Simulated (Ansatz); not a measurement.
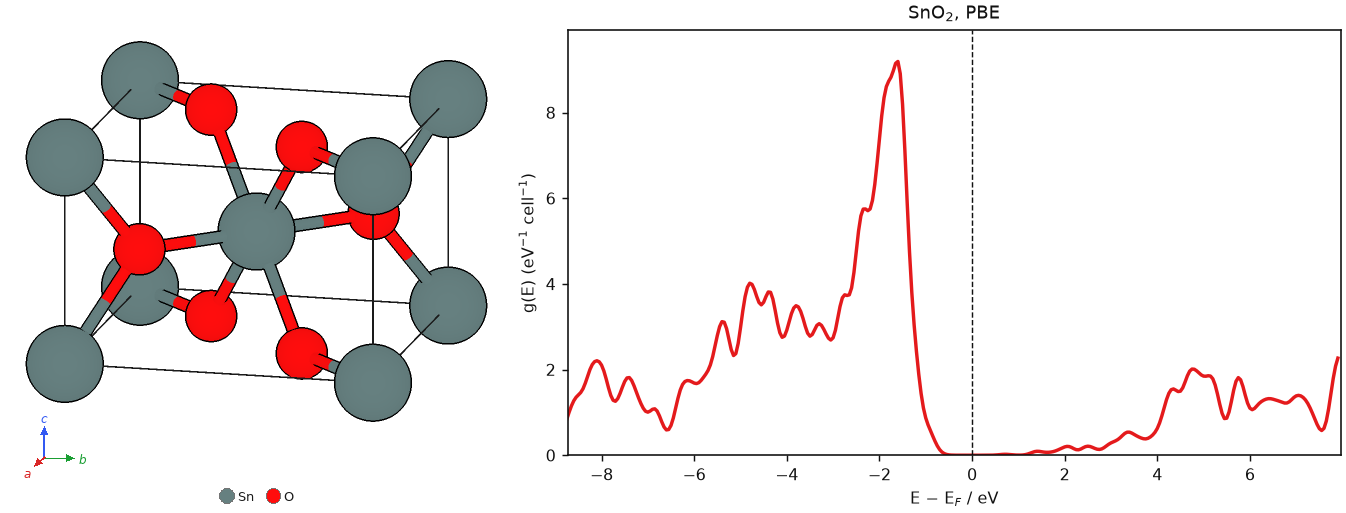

Density of states, beside the structure. Energies are counted from the Fermi level. The curve is built from the levels of the k mesh with Gaussians 0.3 eV wide, which also blur the band edges.

The Ansatz input:

```
crystal:
  lattice:
    - [4.7129679872, 0.0, 0.0]
    - [0.0, 4.7129679872, 0.0]
    - [0.0, 0.0, 3.1680794684]
  atoms:
    - { symbol: Sn, position: [0.0, 0.0, 0.0] }
    - { symbol: Sn, position: [0.5, 0.5, 0.5] }
    - { symbol: O, position: [0.3052457883, 0.3052457883, 0.0] }
    - { symbol: O, position: [0.1947542117, 0.8052457883, 0.5] }
    - { symbol: O, position: [0.8052457883, 0.1947542117, 0.5] }
    - { symbol: O, position: [0.6947542117, 0.6947542117, 0.0] }
kpoints:
  mp_grid: { grid: [6, 6, 8] }
  band_path:
    path:
      - [0.0, 0.0, 0.0]
      - [0.0, 0.5, 0.0]
      - [0.5, 0.5, 0.0]
      - [0.0, 0.0, 0.5]
      - [0.0, 0.5, 0.5]
      - [0.5, 0.5, 0.5]
    npoints: 1
hamiltonian:
  xc: pbe
scf:
  occupations: { method: fermi_dirac, width: 0.02 }
  n_extra_bands: 5
output:
  forces: true
  stress: true
  eigenvalues: true
```

Launched with:
```bash
ansatz run input.yaml --threads 2 --pin off --max-ram 20275MiB --backend cpu --events-out ev --progress --plain --runs-dir out
```

Is there a gap at the Fermi level, and how wide?

Answer. There is a gap; over the k points computed it is 1.44 eV (direct among those points).

Where is the tallest peak of the filled states in the window?

Answer. Within the window shown, the tallest peak of the filled states lies 0.9 eV under the valence-band top, at about 9.2 states per eV and cell.

The cell is at 15 GPa in this functional.
